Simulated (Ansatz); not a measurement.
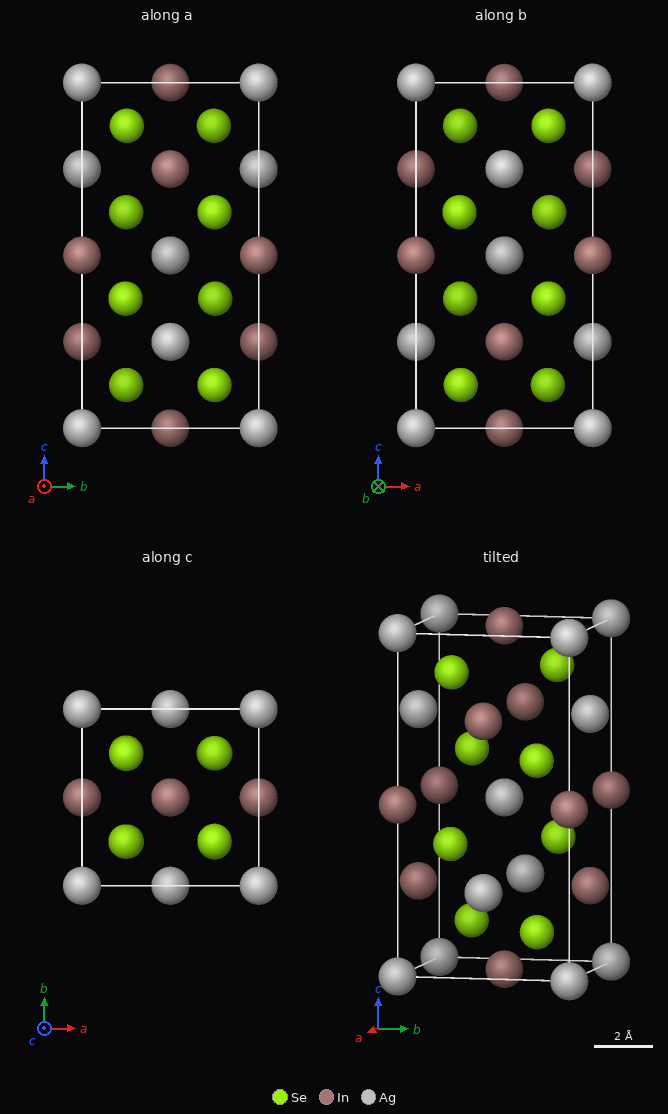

An orthographic spheres-only view of the structure, along the a axis, along the b axis, along the c axis and slightly off an axis. One conventional unit cell is framed, with atoms on its boundary repeated.

Lattice parameters: a = 6.188 Å, b = 6.188 Å, c = 12.101 Å, α = 90.00°, β = 90.00°, γ = 90.00°.

Put the structure into a table of Wyckoff sites, with free fractional coordinates to two decimals.

Space group I-42d (No. 122).
| atom | site | x | y | z |
| --- | --- | --- | --- | --- |
| Se | 8d | 0.25 | 0.25 | 0.1250 |
| In | 4b | 0.50 | 0.50 | 0.00 |
| Ag | 4a | 0.00 | 0.00 | 0.00 |

The initial geometry was a generated cell, made by putting these elements into a known structure type (the compound may or may not exist in this form). Relaxation method: DFT, PAW plane waves, PBE in Ansatz.
